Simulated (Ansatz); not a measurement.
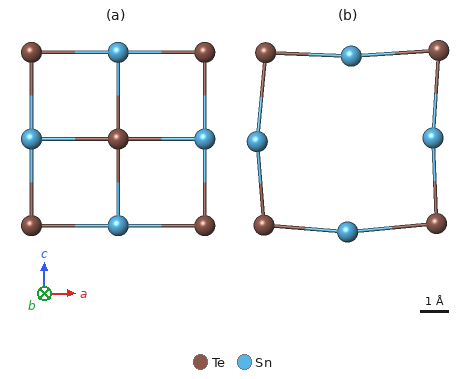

Left: perfect SnTe. Right: the same region with one point defect, after relaxing the atoms in a supercell of 64 sites. Style: ball-and-stick. Shown: the atoms within 5.4 Å of one point, in a slice 4.2 Å thick across the line of sight, along the b axis.

All numbers below come from DFT, PBEsol, PAW, plane waves in Ansatz 0.2.0. Set-up: plane-wave cutoff 420 eV; k-point mesh 1 × 1 × 1; mesh shifted by (0.25, 0.25, 0.25); collinear spin. Fermi-Dirac smearing of 0.01 eV. A uniform background neutralises the charged cell. The axes drawn are those of the host's conventional cell.

Q: What kind of defect was made?

A: A tellurium atom is taken out (a vacancy).

The charge state of the cell is +2.

Q: How does the lattice respond?

A: Around the empty Te site the host had 6 Sn at 3.14 Å; after relaxation the nearest atoms are 6 Sn at 3.01 to 3.37 Å. Of the host's atoms, a tin atom moves furthest from its site, by 0.26 Å. The cell ends without a net magnetic moment.

Limits of the set-up: the cell is charged, on a uniform background, and energies carry no finite-size correction.
